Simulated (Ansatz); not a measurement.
Co: single-point calculation

The run: single-point calculation of Co (P6₃/mmc, 2 atoms in the cell). Method and program: DFT LDA, scalar-relativistic, plane waves, PAW, PAW set soft_1, spin-polarised (Ansatz 0.2.0).

The structure derives from an entry of the Crystallography Open Database. Figures and captions count atoms from 1; the log counts them from 0 in places.

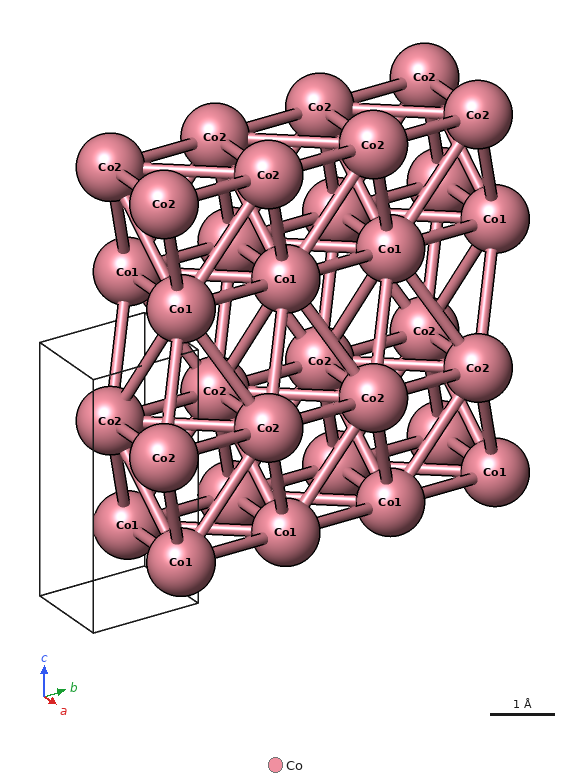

Figure 1. The structure (ball-and-stick view of the cell of the calculation, repeated 2 × 4 × 2, seen slightly off an axis; atoms are numbered from 1 in the order of the input). An atom can appear more than once, as a periodic image. Near neighbours in the periodic cell (some may lie outside the picture): Co has 12 Co at 2.51 to 2.52 Å.

## Key numbers

```csv
quantity,value
outcome,converged
space group (tolerance 0.01 Å),P6₃/mmc (194)
electrons treated,34
free energy,−10125.3347 eV
Fermi energy,17.466 eV
gap on the k-point mesh,none (metallic)
net moment of the cell,3.13 μB
integrated absolute moment,3.36 μB
pressure,−24.57 GPa
largest force (length of the vector),under 0.001 eV/Å
hardware,"4 threads of Arm Neoverse V1, 24 GiB of memory available, shared host"
wall time,1.3 s (CPU time 4.4 s)
peak memory,0.29 GiB
```

## Remarks

The electronic state found may not be the lowest one. The program warns: the PAW datasets were made with another functional. The cell is under a tension of 25 GPa at this level, so it is not at its equilibrium volume.

## Input
```yaml
crystal:
  lattice:
    - [2.5190008694, 0.0, 0.0]
    - [-1.2595004347, 2.1815187451, 0.0]
    - [0.0, 0.0, 4.091]
  atoms:
    - { symbol: Co, position: [0.3333333333, 0.6666666667, 0.25], spin: 3.0 }
    - { symbol: Co, position: [0.6666666667, 0.3333333333, 0.75], spin: 3.0 }
basis:
  ecutwfc: 520.0
kpoints:
  mp_grid: { grid: [9, 9, 4] }
hamiltonian:
  xc: lda
  pseudopotentials: { kind: paw, azcp: { folder: soft_1 } }
scf:
  occupations: { method: gaussian, width: 0.1 }
  lower_state_search: "off"
output:
  forces: true
  stress: true
  eigenvalues: true
  populations: true
magnetization:
  spin_polarized: true
```

Launched with:
```bash
ansatz run input.yaml --threads 4 --pin off --max-ram 8192MiB --backend cpu --events-out ev --progress --plain --runs-dir out
```

## The program's output
```
Warning: [file] the record states the generating functional pbe (its physics header spells it `PBE`), which answers neither for hamiltonian.xc's functional nor for the lda family's — results may be inconsistent (PPs are generated against a specific XC)
Engine: ansatz 0.2.0, aarch64-unknown-linux-gnu
Pseudopotentials: kind: paw
Pseudopotential: Co, paw, valence charge 17, recommended cutoff 420 eV (normal), [file]
Functional definition: SPW92
  exchange = slater_x
  correlation = pw_c
Crystal: 2 atoms, lattice volume = 22.481 Å³
Basis set: ecut = 520 eV, 603 PW (Γ)
Bands: 24, of which v1, the nominal top of the filled ones, is band 17 counted from 1 (16 counted from 0)
Symmetry: 24 space group operations
Space group: P63/mmc (ITA 194), of the structure as read, at distance tolerance 2.8e-5 Å
Magnetic group: BNS 194.263 (UNI 1493), of the structure as read, at distance tolerance 2.8e-5 Å
k-points: 36 of 324
Non-local potential: Co, projectors of the file, l = 0: 3, l = 1: 2, l = 2: 3, l = 3: 1
PAW form: soft (Blöchl's): semilocal exchange-correlation on the pseudo side does not see the compensation charge
PAW frozen core: Co, regenerated for the run's functional, and the local potential with it (the file was generated under x = pbe(κ = 0.804, μ = 0.2195149727645171), c = pbe(β = 0.06672455060314922))
PAW one-centre angular grid: Co, 590 points (default); XC on 64 Gauss nodes
Initial density: superposition of atomic densities (chi_scale 0.1, normalization cell)
Starting moments: Σ|m| = 6 μB on 2 of 2 sites
Initial wavefunctions: pseudopotential atomic-orbital guess
Functional: x = slater, c = lda
iter 1 solved again at ethr=6.90e-4 eV; its pass at ethr=3.10e-3 eV (dr2=2.35e-1 eV) is discarded
SCF iter   1: F=—  HF=-10124.828108 eV  |F-HF|=—  |Δ(HF+E_count)|=         —  Δρ=1.23e-1 (↑1.23e-1 ↓9.38e-2)  dr2=2.35e-1  dr2_m=2.40e0  M=3.723 μB ∫|m|=3.910 μB  β_m=0.30  ethr=6.90e-4  ⟨swp⟩=1.0  Hψ=8925  notcnv=0
Mixer restart at iter 1: flushing history
preconditioner: auto → none  [metal: Δε(μ)=0.016 eV  Ē_g=10.700 eV  σ=0.100 eV  W_gap=0.09  n_scr=8 (ndim 8)  ℏωp=33.2 eV  f_vac=0.000  D(μ)=2.32/eV (n_scr^D=34)  sad-step TF]
spin-set hold released at iteration 1 (the charge has settled, or the pull on large starting moments outlasts its swing): the magnetisation degrees of freedom join the quasi-Newton model from the next iteration; the mixer history was flushed
SCF iter   2: F=—  HF=-10125.002836 eV  |F-HF|=—  |Δ(HF+E_count)|=   1.75e-1  Δρ=8.24e-2 (↑7.60e-2 ↓8.24e-2)  dr2=1.74e-2  dr2_m=1.28e0  M=3.672 μB ∫|m|=3.853 μB  β_m=0.65  ethr=6.90e-4  ⟨swp⟩=2.2  Hψ=2794  notcnv=0
SCF iter   3: F=—  HF=-10125.882958 eV  |F-HF|=—  |Δ(HF+E_count)|=   8.80e-1  Δρ=9.24e-2 (↑9.24e-2 ↓4.54e-2)  dr2=2.42e0  dr2_m=1.33e-1  M=3.356 μB ∫|m|=3.605 μB  β_m=0.65  ethr=5.12e-5  ⟨swp⟩=3.4  Hψ=4828  notcnv=0  defer=68
SCF iter   4: F=—  HF=-10125.328240 eV  |F-HF|=—  |Δ(HF+E_count)|=   5.55e-1  Δρ=1.86e-2 (↑9.20e-3 ↓1.86e-2)  dr2=1.34e-2  dr2_m=3.87e-2  M=3.208 μB ∫|m|=3.453 μB  β_m=0.82  ethr=5.12e-5  ⟨swp⟩=3.5  Hψ=4648  notcnv=0  defer=115
SCF iter   5: F=—  HF=-10125.334491 eV  |F-HF|=—  |Δ(HF+E_count)|=   6.25e-3  Δρ=3.97e-3 (↑1.74e-3 ↓3.97e-3)  dr2=1.01e-3  dr2_m=1.45e-3  M=3.137 μB ∫|m|=3.372 μB  β_m=0.91  ethr=3.94e-5  ⟨swp⟩=2.0  Hψ=2571  notcnv=0  defer=115
SCF iter   6: F=—  HF=-10125.334815 eV  |F-HF|=—  |Δ(HF+E_count)|=   3.24e-4  Δρ=1.45e-3 (↑7.45e-4 ↓1.45e-3)  dr2=3.59e-4  dr2_m=6.62e-5  M=3.135 μB ∫|m|=3.358 μB  β_m=0.81  ethr=2.96e-6  ⟨swp⟩=2.1  Hψ=2479  notcnv=0  defer=115
SCF iter   7: F=—  HF=-10125.334703 eV  |F-HF|=—  |Δ(HF+E_count)|=   1.12e-4  Δρ=4.43e-4 (↑4.43e-4 ↓3.11e-4)  dr2=6.22e-5  dr2_m=4.50e-6  M=3.133 μB ∫|m|=3.356 μB  β_m=0.90  ethr=1.06e-6  ⟨swp⟩=1.2  Hψ=1701  notcnv=0  defer=115
SCF iter   8: F=—  HF=-10125.334684 eV  |F-HF|=—  |Δ(HF+E_count)|=   1.93e-5  Δρ=5.89e-5 (↑5.89e-5 ↓2.62e-5)  dr2=8.31e-7  dr2_m=8.71e-8  M=3.133 μB ∫|m|=3.354 μB  β_m=0.90  ethr=1.83e-7  ⟨swp⟩=1.5  Hψ=1851  notcnv=0  defer=115
SCF iter   9: F=-10125.334683 eV  HF=-10125.334683 eV  |F-HF|=2.39e-9  |Δ(HF+E_count)|=   1.09e-7  Δρ=4.97e-6 (↑4.97e-6 ↓3.22e-6)  dr2=3.05e-9  dr2_m=1.87e-9  M=3.133 μB ∫|m|=3.354 μB  ethr=2.94e-10  ⟨swp⟩=6.7  Hψ=7951  notcnv=0
SCF 1 converged in 9 iterations: F = -10125.334683 eV  dr2 = 3.05e-9
  greatest PAW one-centre occupation: 1.002 electrons in one spin orbital (limit 2), on the Co atom at site 1 (counted from 0), in its partial waves of l = 1
SCF converged after 9 iterations
Magnetization: 3.1329 μB (18.5665 up, 15.4335 down)
Absolute magnetization: 3.3567 μB (∫|ρ↑−ρ↓|, with the PAW one-centre terms)
Spin contamination: 0.0376 ħ² per cell (⟨S²⟩ above its minimum at these occupations)
Per-site moments (μB) at R_I (Å): [(1.617692003198139, 1.0353003893232795), (1.6176920031981394, 1.0353003893232795)]
Free energy (F): -10125.334683 eV
Harris-Foulkes:  -10125.334683 eV  (|F-HF|=2.39e-9)
Internal energy: -10125.325495 eV  (E = F + TS)
E sigma→0 (E₀):  -10125.330089 eV
Entropy (-TS):   -0.009188 eV (-4.594 meV/atom)
Fermi energy:    17.466112 eV
--- Per-component energies (eV) ---
  E_band       = -518.488076
  E_kinetic    = 583.088681
  E_local      = -5409.575454  (includes V_loc(G=0)·N_el)
  E_nonlocal   = 875.717592
  E_hartree    = 2388.138051
  E_xc         = -183.033058
  E_vxc        = -236.505267  (∫ρ·V_xc dr)
  E_paw        = -3015.038553  (= ΣΔE_a)
  E_vpaw       = -1107.493342  (= ΣTr[D̂ρ^β])
  E_aug_tail   = -0.000159  (compensation charges beyond the density's cutoff)
  E_ewald      = -5365.459098
  E_core_change = 0.836503  (= ΣΔE_core)
  E_smearing   = -0.009188  (= −TS)
  E_closure    = 0.000000  (closes the sum)
  Σ components = -10125.334683   (vs F -10125.334683, Δ=0.00e0)
--- Forces (eV/Å), atoms counted from 1 ---
  atom   1  Co     0.00000000     0.00000000     0.00000000
  atom   2  Co     0.00000000    -0.00000000     0.00000000
  max |Σ_I F_I| component: 9.25e-18 eV/Å
--- Stress (GPa, compression-positive) ---
      -24.548035      -0.000000       0.000000
       -0.000000     -24.548035       0.000000
        0.000000       0.000000     -24.605701
  P = ⅓ Tr σ = -24.5673 GPa (-245.673 kbar)
--- Band table (eV; the first three rows and the last of 72) ---
  k-point 0 ↑: bands = ["-77.6517", "-77.6017", "-41.4502", "-41.1850", "-41.1850", "-41.1547", "-41.1423", "-41.1423", "8.6257", "12.4770", "14.9689", "15.0279", "15.0279", "15.3255", "15.3255", "15.6785", "15.6785", "16.7356", "16.7356", "17.2530", "23.4303", "38.9949", "41.1790", "41.1790"]
  k-point 1 ↑: bands = ["-77.6444", "-77.6090", "-41.4074", "-41.1985", "-41.1788", "-41.1788", "-41.1486", "-41.1486", "9.2267", "12.2274", "14.8272", "14.9318", "14.9318", "15.1836", "15.1836", "15.6083", "15.9793", "15.9793", "16.6872", "16.6872", "26.4091", "37.7693", "39.2624", "40.9414"]
  k-point 2 ↑: bands = ["-77.6268", "-77.6268", "-41.3034", "-41.3034", "-41.1637", "-41.1637", "-41.1637", "-41.1637", "10.8164", "10.8164", "14.6617", "14.6617", "14.9658", "14.9658", "14.9658", "14.9658", "16.4322", "16.4322", "16.4322", "16.4322", "31.8665", "31.8665", "39.6687", "39.6687"]
  k-point 35 ↓: bands = ["-75.6842", "-75.6842", "-39.5483", "-39.5483", "-39.4877", "-39.4877", "-39.3494", "-39.3494", "15.0119", "15.0119", "15.0374", "15.0374", "15.8045", "15.8045", "17.2588", "17.2588", "18.4782", "18.4782", "23.6570", "23.6570", "25.3341", "25.3341", "27.2279", "27.2279"]
--- Löwdin populations: 2 sites ---
  site symbol       q [e]    m [muB]
     0     Co     16.7863     1.6154
     1     Co     16.7863     1.6154
  spilling = 0.012571 (of n_electrons = 34.000000)
```

## File populations.tsv
```
# site	symbol	l	j	q_up	q_dn
# orbitals = lowdin
# n_electrons = 34.000000
# spilling = 0.012571
0	Co	0_3S	-	0.999122	0.999211
0	Co	0_4S	-	0.460937	0.492745
0	Co	1_3P	-	2.998558	2.998442
0	Co	2_3D	-	4.742211	3.095059
1	Co	0_3S	-	0.999122	0.999211
1	Co	0_4S	-	0.460937	0.492745
1	Co	1_3P	-	2.998558	2.998442
1	Co	2_3D	-	4.742211	3.095059
```

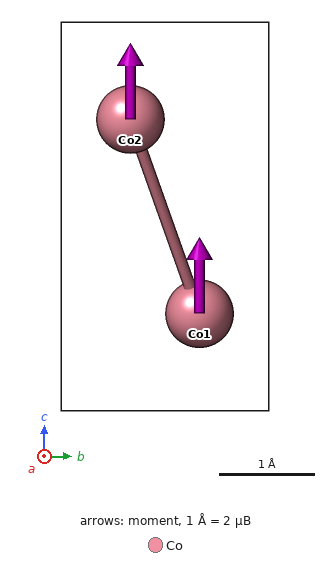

Figure 2. Magnetic moments of the sites as pink arrows (ball-and-stick view of the cell of the calculation, along the a axis; atoms are numbered from 1 in the order of the input); small moments hardly show. The run is collinear, so the axis drawn is arbitrary. Site moments: Co1, Co2 (1.62 μB). They are counted near the atoms and needn't add up to the moment of the cell.

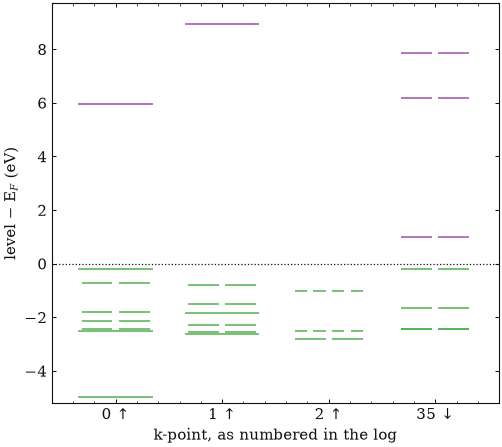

Figure 3. Kohn–Sham levels near the Fermi level (dotted) at the few k-points that the log prints; levels within 0.02 eV of each other stand side by side. The system is metallic on the full mesh.
